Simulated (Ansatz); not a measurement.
## Al: geometry relaxation (part 1 of 2)

Al (slab, 20 atoms in the cell), computed with DFT r2SCAN, scalar-relativistic, plane waves, PAW, no spin polarisation (Ansatz 0.2.0).

The structure derives from a Materials Project entry. It belongs to a series of runs on one base structure; here: (1 0 0) slab, atoms relaxed.

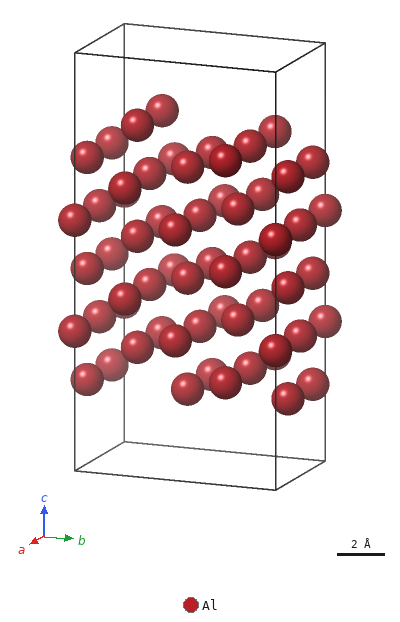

The starting structure (spheres-only view of the 2 × 1 repeat of the cell, with the vacuum cut short, seen slightly off an axis). An atom can appear more than once, as a periodic image.

Results in brief

```json
{"quantity": "outcome", "value": "converged"}
{"quantity": "electrons treated", "value": "60"}
{"quantity": "free energy", "value": "−10804.2577 eV"}
{"quantity": "work function, top face", "value": "4.29 eV"}
{"quantity": "work function, bottom face", "value": "4.24 eV"}
{"quantity": "Fermi energy", "value": "1.614 eV"}
{"quantity": "gap on the k-point mesh", "value": "none (metallic)"}
{"quantity": "final volume", "value": "690.23 Å³"}
{"quantity": "work function (upper face)", "value": "4.29 eV"}
{"quantity": "largest force (length of the vector) at the end", "value": "0.012 eV/Å"}
{"quantity": "hardware", "value": "2 threads of Intel Xeon (Granite Rapids), 32 GiB of memory available, shared host"}
{"quantity": "wall time", "value": "2.3 min (CPU time 4.6 min)"}
{"quantity": "peak memory", "value": "2.3 GiB"}
```

The input
```yaml
crystal:
  lattice:
    - [2.8221979688, 0.0, 0.0]
    - [0.0, 9.2620593451, 0.0]
    - [0.0, 0.0, 26.4057772991]
  atoms:
    - { symbol: Al, position: [0.5, 0.0, 0.2840287531] }
    - { symbol: Al, position: [0.5, 0.5, 0.2840287531] }
    - { symbol: Al, position: [0.0, 0.75, 0.3148817883] }
    - { symbol: Al, position: [0.5, 0.25, 0.3457348236] }
    - { symbol: Al, position: [0.0, 0.0, 0.3765878589] }
    - { symbol: Al, position: [0.0, 0.5, 0.3765878589] }
    - { symbol: Al, position: [0.5, 0.75, 0.4074408942] }
    - { symbol: Al, position: [0.0, 0.25, 0.4382939294] }
    - { symbol: Al, position: [0.5, 0.0, 0.4691469647] }
    - { symbol: Al, position: [0.5, 0.5, 0.4691469647] }
    - { symbol: Al, position: [0.0, 0.75, 0.5] }
    - { symbol: Al, position: [0.5, 0.25, 0.5308530353] }
    - { symbol: Al, position: [0.0, 0.0, 0.5617060706] }
    - { symbol: Al, position: [0.0, 0.5, 0.5617060706] }
    - { symbol: Al, position: [0.5, 0.75, 0.5925591058] }
    - { symbol: Al, position: [0.0, 0.25, 0.6234121411] }
    - { symbol: Al, position: [0.5, 0.0, 0.6542651764] }
    - { symbol: Al, position: [0.5, 0.5, 0.6542651764] }
    - { symbol: Al, position: [0.0, 0.75, 0.6851182117] }
    - { symbol: Al, position: [0.5, 0.25, 0.7159712469] }
basis:
  ecutwfc: 500
kpoints:
  mp_grid: { grid: [12, 4, 1] }
hamiltonian:
  xc: r2scan
scf:
  occupations: { method: gaussian, width: 0.1 }
output:
  forces: true
  eigenvalues: true
relax:
  adjacent_minimum: "off"
  f_tol: 0.02
  max_steps: 60
efield:
  axis: 3
  dipole_correction: true
  ramp_width: 0.04
```

Run as:
```bash
ansatz run input.yaml --threads 2 --pin off --max-ram 5120MiB --backend cpu --events-out ev --progress --plain --runs-dir out
```

Log
```
Engine: ansatz 0.2.0, x86_64-unknown-linux-gnu
Pseudopotentials: kind: paw
Pseudopotential: Al, paw, valence charge 3, recommended cutoff 500 eV (meta_gga), Al.paw.azcp
Functional definition: r2SCAN
  parameter k0 = 0.174
  parameter k1 = 0.065
  parameter a1 = 4.9479
  exchange = r2scan_x(k0 = k0, k1 = k1, a1 = a1)
  correlation = r2scan_c
Crystal: 20 atoms, lattice volume = 690.230 Å³
Basis set: ecut = 500 eV, 17487 PW (Γ), exchange–correlation on 96×288×800 points (64 copies of the dense FFT grid, shifted against one another)
Bands: 50, of which v1, the nominal top of the filled ones, is band 30 counted from 1 (29 counted from 0)
Symmetry: 4 space group operations
Space group: Pmm2 (ITA 25), of the structure as read, at distance tolerance 8.8e-5 Å
k-points: 21 of 48
Non-local potential: Al, projectors of the file, l = 0: 2, l = 1: 2, l = 2: 1
PAW form: soft (Blöchl's): semilocal exchange-correlation on the pseudo side does not see the compensation charge
PAW frozen core: Al, regenerated for the run's functional (the file was generated under x = pbe(κ = 0.804, μ = 0.2195149727645171), c = pbe(β = 0.06672455060314922))
PAW one-centre angular grid: Al, 302 points (default); XC on 160 Gauss nodes
Initial density: superposition of atomic densities (neutral atoms: chi_scale 0, normalization atom), corrected by the library's trained network
Initial wavefunctions: pseudopotential atomic-orbital guess
Functional: x = r2scan, c = r2scan; τ floored in thin density (d = 2e-4 eV/Å³)
SCF iter   1: F=—  HF=-10804.063615 eV  |F-HF|=—  |Δ(HF+E_count)|=         —  Δρ=2.63e-3  dr2=2.75e-1  dr2_τ=8.16e-2  ethr=1.77e-3  p=-0.001 e·Å  D=-3.40e-4 V/Å  ΔV_dip=0.01 eV  dr2_dipole=1.24e-1  V_vac-E_F(+/−)=4.04/4.03 eV  ⟨swp⟩=12.2  Hψ=7014  notcnv=0  defer=20
efield: sawtooth ramp at fractional position 0.9800 (placed from the atoms, in the widest stretch of the axis that holds none; the zero of the levels goes with the place), width 0.0400; the density the first Hamiltonian is built on has a dipole p = -0.001 e·Å; the dipole correction subtracts the counter field D = -3.40e-4 V/Å, which shifts the + side's vacuum level by +0.01 eV against the − side's; the planar-averaged density in the ramp window peaks in size at 2.5e-5 e/Å³
preconditioner: auto → LDOS  [metal: Δε(μ)=0.011 eV  Ē_g=6.896 eV  σ=0.100 eV  W_gap=0.06  n_scr=66 (ndim 8)  ℏωp=10.9 eV  f_vac=0.424  D(μ)=8.88/eV (n_scr^D=44)  β→1.0]
SCF iter   2: F=—  HF=-10804.171369 eV  |F-HF|=—  |Δ(HF+E_count)|=   1.08e-1  Δρ=8.96e-4  dr2=8.96e-3  dr2_τ=5.49e-5  ethr=4.58e-4  p=-0.003 e·Å  D=-8.91e-4 V/Å  ΔV_dip=0.02 eV  dr2_dipole=4.61e-5  V_vac-E_F(+/−)=4.24/4.22 eV  ⟨swp⟩=3.0  Hψ=2006  notcnv=0  defer=227
SCF iter   3: F=—  HF=-10804.172663 eV  |F-HF|=—  |Δ(HF+E_count)|=   1.29e-3  Δρ=2.55e-4  dr2=1.64e-3  dr2_τ=3.49e-6  ethr=1.49e-5  p=-0.003 e·Å  D=-8.79e-4 V/Å  ΔV_dip=0.02 eV  dr2_dipole=1.78e-4  V_vac-E_F(+/−)=4.25/4.23 eV  ⟨swp⟩=2.3  Hψ=1564  notcnv=0  defer=227
SCF iter   4: F=—  HF=-10804.172821 eV  |F-HF|=—  |Δ(HF+E_count)|=   1.58e-4  Δρ=7.07e-5  dr2=1.49e-4  dr2_τ=4.63e-7  ethr=2.73e-6  p=-0.003 e·Å  D=-7.46e-4 V/Å  ΔV_dip=0.02 eV  dr2_dipole=4.51e-5  V_vac-E_F(+/−)=4.26/4.24 eV  ⟨swp⟩=2.2  Hψ=1266  notcnv=0  defer=227
iter 5 did not close the SCF: its close was put off for the readings that it lacked (scf_convergence_deferred on its scf_iter line)
SCF iter   5: F=-10804.172834 eV  HF=-10804.172837 eV  |F-HF|=2.59e-6  |Δ(HF+E_count)|=   1.55e-5  Δρ=2.30e-5  dr2=9.78e-6  dr2_τ=3.57e-8  ethr=2.48e-7  p=-0.003 e·Å  D=-7.09e-4 V/Å  ΔV_dip=0.02 eV  dr2_dipole=1.31e-6  V_vac-E_F(+/−)=4.27/4.25 eV  ⟨swp⟩=2.5  Hψ=1499  notcnv=0  defer=227
SCF iter   6: F=-10804.172840 eV  HF=-10804.172840 eV  |F-HF|=3.09e-7  |Δ(HF+E_count)|=   3.29e-6  Δρ=6.03e-6  dr2=8.42e-7  dr2_τ=3.14e-9  ethr=1.63e-8  p=-0.003 e·Å  D=-6.83e-4 V/Å  ΔV_dip=0.02 eV  dr2_dipole=3.37e-8  V_vac-E_F(+/−)=4.27/4.25 eV  ⟨swp⟩=28.2  Hψ=7733  notcnv=0
SCF 1 converged in 6 iterations: F = -10804.172840 eV  dr2 = 8.42e-7
  greatest PAW one-centre occupation: 0.482 electrons in one spin orbital (limit 2), on the Al atom at site 19 (counted from 0), in its partial waves of l = 0
relax step   1: F+E_penalty+E_count = -10804.17283957 eV  Δ(F+E_penalty+E_count) = +0.000e0 eV  max|allowed force component| = 2.984e-1 eV/Å  Δτ_max = 0.0000 Å  (6 SCF iters, dr2 threshold 1.00e-5 eV, accepted)
Initial density: handed on by an earlier stage of this run
Initial wavefunctions: those handed on with the density
iter 1 solved again at ethr=1.22e-4 eV; its pass at ethr=3.10e-3 eV (dr2=7.33e-2 eV) is discarded
SCF iter   1: F=—  HF=-10804.247485 eV  |F-HF|=—  |Δ(HF+E_count)|=         —  Δρ=1.50e-3  dr2=7.48e-2  dr2_τ=1.38e-3  ethr=1.22e-4  p=-0.003 e·Å  D=-6.83e-4 V/Å  ΔV_dip=0.02 eV  dr2_dipole=5.56e-3  V_vac-E_F(+/−)=4.26/4.24 eV  ⟨swp⟩=2.0  Hψ=4181  notcnv=0  defer=235
efield: sawtooth ramp at fractional position 0.9800 (handed on by an earlier solve), width 0.0400; the density the first Hamiltonian is built on has a dipole p = -0.003 e·Å; the dipole correction subtracts the counter field D = -6.83e-4 V/Å, which shifts the + side's vacuum level by +0.02 eV against the − side's; the planar-averaged density in the ramp window peaks in size at 2.9e-7 e/Å³
preconditioner: auto → LDOS  [metal: Δε(μ)=0.027 eV  Ē_g=6.914 eV  σ=0.100 eV  W_gap=0.15  n_scr=66 (ndim 8)  ℏωp=10.9 eV  f_vac=0.423  D(μ)=7.91/eV (n_scr^D=44)  β→1.0]
SCF iter   2: F=—  HF=-10804.250453 eV  |F-HF|=—  |Δ(HF+E_count)|=   2.97e-3  Δρ=4.96e-4  dr2=4.09e-3  dr2_τ=3.15e-5  ethr=1.22e-4  p=-0.004 e·Å  D=-1.04e-3 V/Å  ΔV_dip=0.03 eV  dr2_dipole=6.22e-5  V_vac-E_F(+/−)=4.27/4.25 eV  ⟨swp⟩=2.5  Hψ=1381  notcnv=0  defer=235
SCF iter   3: F=—  HF=-10804.250702 eV  |F-HF|=—  |Δ(HF+E_count)|=   2.49e-4  Δρ=1.40e-4  dr2=9.37e-4  dr2_τ=1.39e-6  ethr=6.82e-6  p=-0.006 e·Å  D=-1.57e-3 V/Å  ΔV_dip=0.04 eV  dr2_dipole=3.57e-6  V_vac-E_F(+/−)=4.28/4.24 eV  ⟨swp⟩=2.2  Hψ=1539  notcnv=0  defer=235
SCF iter   4: F=—  HF=-10804.250669 eV  |F-HF|=—  |Δ(HF+E_count)|=   3.33e-5  Δρ=4.89e-5  dr2=8.69e-5  dr2_τ=7.58e-8  ethr=1.56e-6  p=-0.006 e·Å  D=-1.59e-3 V/Å  ΔV_dip=0.04 eV  dr2_dipole=5.86e-6  V_vac-E_F(+/−)=4.28/4.24 eV  ⟨swp⟩=2.5  Hψ=1476  notcnv=0  defer=235
SCF iter   5: F=-10804.250667 eV  HF=-10804.250668 eV  |F-HF|=6.42e-7  |Δ(HF+E_count)|=   6.11e-7  Δρ=1.04e-5  dr2=2.49e-6  dr2_τ=5.10e-9  ethr=9.27e-9  p=-0.006 e·Å  D=-1.61e-3 V/Å  ΔV_dip=0.04 eV  dr2_dipole=3.70e-8  V_vac-E_F(+/−)=4.28/4.24 eV  ⟨swp⟩=24.9  Hψ=8026  notcnv=0
SCF 2 converged in 5 iterations: F = -10804.250667 eV  dr2 = 2.49e-6
  greatest PAW one-centre occupation: 0.481 electrons in one spin orbital (limit 2), on the Al atom at site 19 (counted from 0), in its partial waves of l = 0
relax step   2: F+E_penalty+E_count = -10804.25066725 eV  Δ(F+E_penalty+E_count) = -7.783e-2 eV  max|allowed force component| = 6.022e-2 eV/Å  Δτ_max = 0.0986 Å  (5 SCF iters, dr2 threshold 5.56e-6 eV, accepted)
SCF iter   1: F=—  HF=-10804.256128 eV  |F-HF|=—  |Δ(HF+E_count)|=         —  Δρ=5.96e-4  dr2=1.02e-2  dr2_τ=2.17e-4  ethr=2.33e-4  p=-0.006 e·Å  D=-1.61e-3 V/Å  ΔV_dip=0.04 eV  dr2_dipole=1.92e-3  V_vac-E_F(+/−)=4.28/4.24 eV  ⟨swp⟩=2.4  Hψ=2230  notcnv=0  defer=237
efield: sawtooth ramp at fractional position 0.9800 (handed on by an earlier solve), width 0.0400; the density the first Hamiltonian is built on has a dipole p = -0.006 e·Å; the dipole correction subtracts the counter field D = -1.61e-3 V/Å, which shifts the + side's vacuum level by +0.04 eV against the − side's; the planar-averaged density in the ramp window peaks in size at 2.6e-7 e/Å³
preconditioner: auto → LDOS  [metal: Δε(μ)=0.028 eV  Ē_g=6.922 eV  σ=0.100 eV  W_gap=0.16  n_scr=66 (ndim 8)  ℏωp=10.9 eV  f_vac=0.423  D(μ)=7.70/eV (n_scr^D=38)  β→1.0]
SCF iter   2: F=—  HF=-10804.257666 eV  |F-HF|=—  |Δ(HF+E_count)|=   1.54e-3  Δρ=1.45e-4  dr2=5.38e-4  dr2_τ=2.96e-6  ethr=1.70e-5  p=-0.006 e·Å  D=-1.48e-3 V/Å  ΔV_dip=0.04 eV  dr2_dipole=1.55e-4  V_vac-E_F(+/−)=4.28/4.24 eV  ⟨swp⟩=2.0  Hψ=1722  notcnv=0  defer=237
SCF iter   3: F=—  HF=-10804.257713 eV  |F-HF|=—  |Δ(HF+E_count)|=   4.71e-5  Δρ=4.07e-5  dr2=4.65e-5  dr2_τ=1.97e-7  ethr=8.96e-7  p=-0.006 e·Å  D=-1.66e-3 V/Å  ΔV_dip=0.04 eV  dr2_dipole=1.23e-5  V_vac-E_F(+/−)=4.28/4.24 eV  ⟨swp⟩=2.2  Hψ=1362  notcnv=0  defer=237
SCF iter   4: F=—  HF=-10804.257693 eV  |F-HF|=—  |Δ(HF+E_count)|=   2.02e-5  Δρ=1.65e-5  dr2=8.45e-6  dr2_τ=2.81e-8  ethr=7.75e-8  p=-0.007 e·Å  D=-1.74e-3 V/Å  ΔV_dip=0.05 eV  dr2_dipole=2.80e-9  V_vac-E_F(+/−)=4.29/4.24 eV  ⟨swp⟩=2.6  Hψ=1664  notcnv=0  defer=237
SCF iter   5: F=—  HF=-10804.257693 eV  |F-HF|=—  |Δ(HF+E_count)|=   1.75e-7  Δρ=5.15e-6  dr2=6.25e-7  dr2_τ=8.29e-10  ethr=1.41e-8  p=-0.007 e·Å  D=-1.74e-3 V/Å  ΔV_dip=0.05 eV  dr2_dipole=1.42e-10  V_vac-E_F(+/−)=4.29/4.24 eV  ⟨swp⟩=2.6  Hψ=1303  notcnv=0  defer=237
SCF iter   6: F=-10804.257693 eV  HF=-10804.257693 eV  |F-HF|=3.33e-9  |Δ(HF+E_count)|=   1.37e-7  Δρ=1.19e-6  dr2=2.81e-8  dr2_τ=9.43e-11  ethr=1.67e-10  p=-0.007 e·Å  D=-1.75e-3 V/Å  ΔV_dip=0.05 eV  dr2_dipole=8.09e-10  V_vac-E_F(+/−)=4.29/4.24 eV  ⟨swp⟩=23.3  Hψ=7414  notcnv=0
SCF 3 converged in 6 iterations: F = -10804.257693 eV  dr2 = 2.81e-8
relax step   3: F+E_penalty+E_count = -10804.25769303 eV  Δ(F+E_penalty+E_count) = -7.026e-3 eV  max|allowed force component| = 1.022e-2 eV/Å  Δτ_max = 0.0495 Å  (6 SCF iters, accepted)
iter 1 solved again at ethr=4.70e-11 eV; its pass at ethr=3.10e-3 eV (dr2=2.82e-8 eV) is discarded
SCF iter   1: F=—  HF=-10804.257693 eV  |F-HF|=—  |Δ(HF+E_count)|=         —  Δρ=1.19e-6  dr2=2.81e-8  dr2_τ=9.42e-11  ethr=4.70e-11  p=-0.007 e·Å  D=-1.75e-3 V/Å  ΔV_dip=0.05 eV  dr2_dipole=8.09e-10  V_vac-E_F(+/−)=4.29/4.24 eV  ⟨swp⟩=1.5  Hψ=2923  notcnv=0
efield: sawtooth ramp at fractional position 0.9800 (kept from the solve that this one continues, or follows in the run), width 0.0400; the density the first Hamiltonian is built on has a dipole p = -0.007 e·Å; the dipole correction subtracts the counter field D = -1.75e-3 V/Å, which shifts the + side's vacuum level by +0.05 eV against the − side's; the planar-averaged density in the ramp window peaks in size at 2.7e-7 e/Å³
preconditioner: auto → LDOS  [metal: Δε(μ)=0.019 eV  Ē_g=6.917 eV  σ=0.100 eV  W_gap=0.11  n_scr=66 (ndim 8)  ℏωp=10.9 eV  f_vac=0.423  D(μ)=7.69/eV (n_scr^D=38)  β→1.0]
SCF iter   2: F=-10804.257693 eV  HF=-10804.257693 eV  |F-HF|=4.57e-9  |Δ(HF+E_count)|=   1.26e-8  Δρ=5.70e-7  dr2=9.42e-9  dr2_τ=3.55e-11  ethr=4.68e-11  p=-0.007 e·Å  D=-1.75e-3 V/Å  ΔV_dip=0.05 eV  dr2_dipole=1.06e-11  V_vac-E_F(+/−)=4.29/4.24 eV  ⟨swp⟩=6.3  Hψ=3705  notcnv=0
SCF 4 converged in 2 iterations: F = -10804.257693 eV  dr2 = 9.42e-9
```

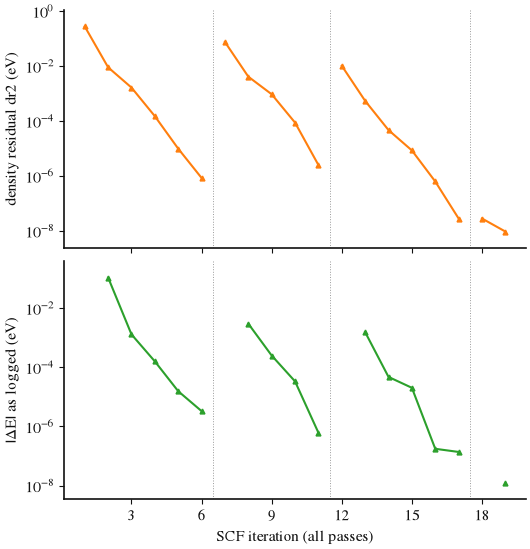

Convergence of the self-consistent field: density residual dr2 and size of the energy change against the SCF iteration. Dotted lines part the SCF passes that the log prints in full.

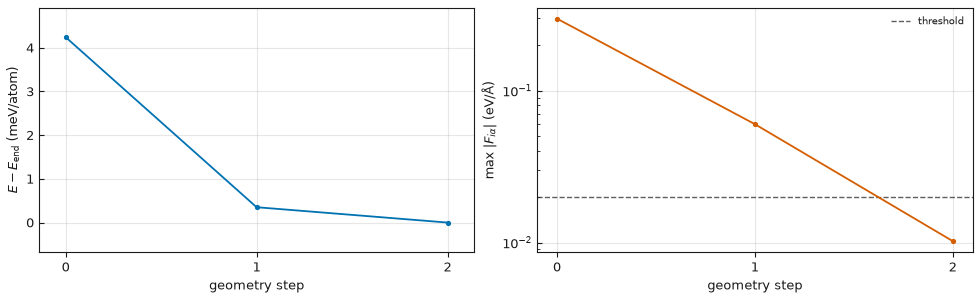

Progress of the relaxation, step by step (the first geometry is step 0 here and step 1 in the log).
